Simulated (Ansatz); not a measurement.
# Calculations on Pt

Part 1: Vibrations

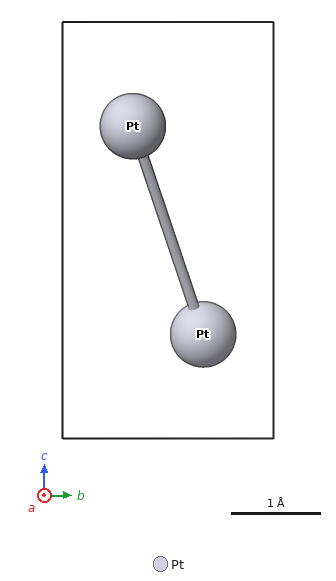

Normal modes of solid Pt at 1.02 times its rest volume, at the zone centre. The picture is a ball-and-stick view of the cell of the calculation, seen along the a axis.

All numbers below come from Ansatz 0.2.0, DFT PBEsol, scalar-relativistic, plane waves, PAW.

Input
```yaml
crystal:
  lattice:
    - [2.75489891, 0.0, 0.0]
    - [-1.377449455, 2.3858124409, 0.0]
    - [0.0, 0.0, 4.708552626]
  atoms:
    - { symbol: Pt, position: [0.6666666667, 0.3333333333, 0.75] }
    - { symbol: Pt, position: [0.3333333333, 0.6666666667, 0.25] }
basis:
  ecutwfc: 420
kpoints:
  mp_grid: { grid: [18, 18, 10] }
hamiltonian:
  xc: pbesol
scf:
  occupations: { method: fermi_dirac, width: 0.15 }
output:
  eigenvalues: true
phonons:
  method: dfpt
  eigenvectors: true
```

Run as
```bash
ansatz run input.yaml --threads 1 --pin off --max-ram 3072MiB --backend cpu --events-out ev --progress --plain --runs-dir out
```

The frequencies depend somewhat on the k-mesh and the smearing.

> Give the spectrum at this point.

The calculation's cell holds 2 atoms, so there are 3 optical modes, in 2 levels. The optical modes span E₂g + B₁g. No level is unstable.

```json
{"level": "1", "symmetry": "E₂g", "frequency (cm⁻¹)": "33", "activity": "Raman-active"}
{"level": "2", "symmetry": "B₁g", "frequency (cm⁻¹)": "170", "activity": "silent"}
```

The displacement patterns (one member of each degenerate set):

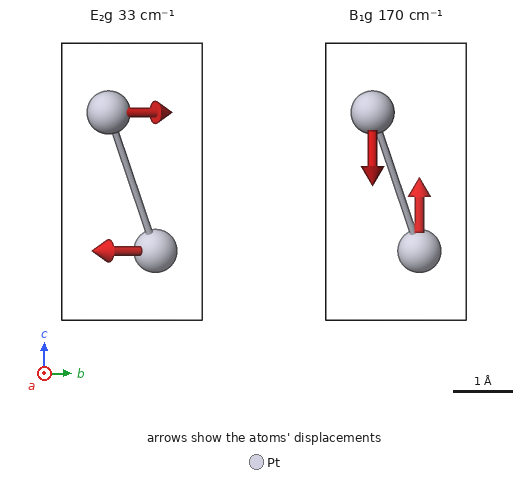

Part 2: One mode

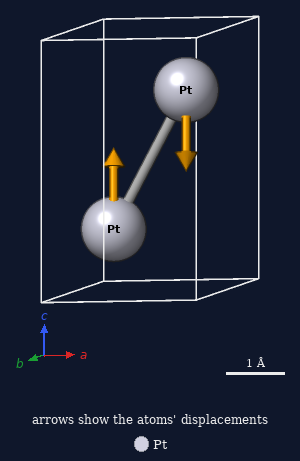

One vibrational mode of solid Pt relaxed at 15 GPa at the zone centre. The orange arrows are the displacements of the atoms (eigenvector over the root of the mass), of arbitrary overall length and sign. Style: ball-and-stick. Shown: the cell of the calculation, from a free direction.

All numbers below come from Ansatz, DFT PBEsol, scalar-relativistic, plane waves, PAW.

Input
```yaml
crystal:
  lattice:
    - [2.6992767814, 0.0, 0.0]
    - [-1.3496383907, 2.3376422646, 0.0]
    - [0.0, 0.0, 4.5848972725]
  atoms:
    - { symbol: Pt, position: [0.6666666667, 0.3333333333, 0.75] }
    - { symbol: Pt, position: [0.3333333333, 0.6666666667, 0.25] }
basis:
  ecutwfc: 420
kpoints:
  mp_grid: { grid: [18, 18, 10] }
hamiltonian:
  xc: pbesol
scf:
  occupations: { method: fermi_dirac, width: 0.15 }
output:
  eigenvalues: true
phonons:
  method: dfpt
  eigenvectors: true
```

Launched with:
```bash
ansatz run input.yaml --threads 1 --pin off --max-ram 3072MiB --backend cpu --events-out ev --progress --plain --runs-dir out
```

The frequencies depend somewhat on the k-mesh and the smearing.

Q: Describe the mode and give its frequency.

A: This is the B₁g mode at 25.6 meV, the highest optical level, silent by symmetry (neither infrared- nor Raman-active). All motion is along c; atoms of one kind move against one another, with no net shift of their sublattice.

Part 3: One mode

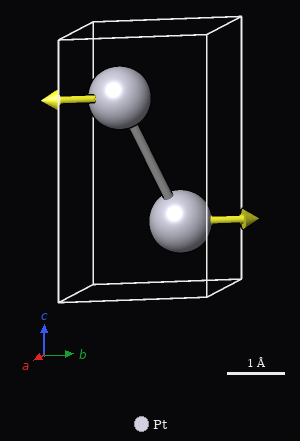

One vibrational mode of crystalline Pt relaxed at 3 GPa at the zone centre. The yellow arrows are the displacements of the atoms (eigenvector over the root of the mass), of arbitrary overall length and sign. The picture is a ball-and-stick view of the cell of the calculation, seen slightly off an axis.

The calculation used DFT PBEsol, scalar-relativistic, plane waves, PAW (Ansatz 0.2.0). Settings: plane-wave cutoff 420 eV; k-point mesh 18 × 18 × 10; occupations fermi dirac; smearing width 0.15 eV; target pressure 3 GPa; no spin polarisation.

The frequencies depend somewhat on the k-mesh and the smearing.

### What mode is this, and where does it lie in the spectrum?

This is the E₂g mode (doubly degenerate; one member of the set is drawn) at 39 cm⁻¹, the lowest optical level, Raman-active by symmetry. All motion is along b; atoms of one kind move against one another, with no net shift of their sublattice.

Part 4: Softest mode

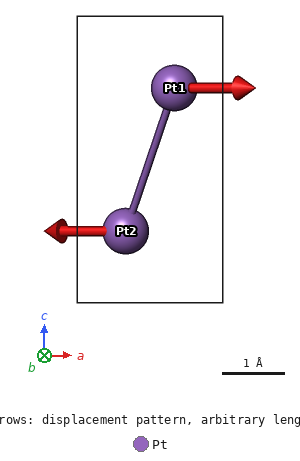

The lowest optical mode of a crystal of Pt relaxed at 8 GPa, space group P6₃/mmc (No. 194), at the zone centre. The red arrows give the relative displacements of the atoms. Style: ball-and-stick. Shown: the cell of the calculation, along the b axis.

Theory: DFT PBEsol, scalar-relativistic, plane waves, PAW in Ansatz. (plane-wave cutoff 420 eV; k-point mesh 18 × 18 × 10; occupations fermi dirac; smearing width 0.15 eV; target pressure 8 GPa; no spin polarisation)

The frequencies depend somewhat on the k-mesh and the smearing.

Question: Is this crystal at a minimum with respect to the drawn distortion?

Answer: Yes: this softest mode has a real frequency, and so have all others here. That speaks for this wave vector alone: the rest of the zone wasn't checked in this run. This is the E₂g mode (doubly degenerate; one member of the set is drawn) at 43 cm⁻¹, the lowest optical level, Raman-active by symmetry. All motion is along a; atoms of one kind move against one another, with no net shift of their sublattice.

Part 5: Softest mode

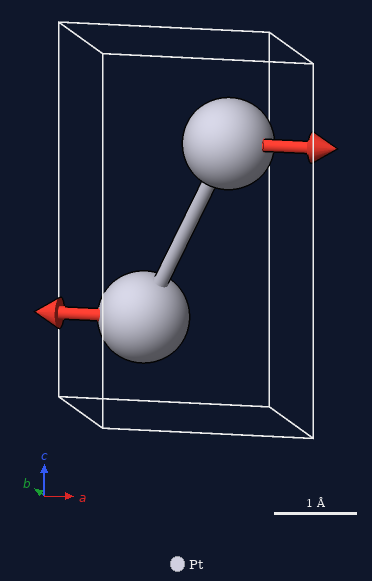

The lowest optical mode of a crystal of Pt at 0.98 times its rest volume, space group P6₃/mmc (No. 194), at the zone centre. Displacements are drawn as red arrows; their common scale and sign are arbitrary. A ball-and-stick model of the cell of the calculation, seen slightly off an axis.

These are results of DFT PBEsol, scalar-relativistic, plane waves, PAW in Ansatz 0.2.0, not measurements. Set-up: plane-wave cutoff 420 eV; k-point mesh 18 × 18 × 10; occupations fermi dirac; smearing width 0.15 eV; no spin polarisation.

The frequencies depend somewhat on the k-mesh and the smearing.

Question: Is this crystal at a minimum with respect to the drawn distortion?

Answer: Yes: this softest mode has a real frequency, and so have all others here. That speaks for this wave vector alone: the rest of the zone wasn't checked in this run. This is the E₂g mode (doubly degenerate; one member of the set is drawn) at 5.1 meV, the lowest optical level, Raman-active by symmetry. All motion is along a; atoms of one kind move against one another, with no net shift of their sublattice.
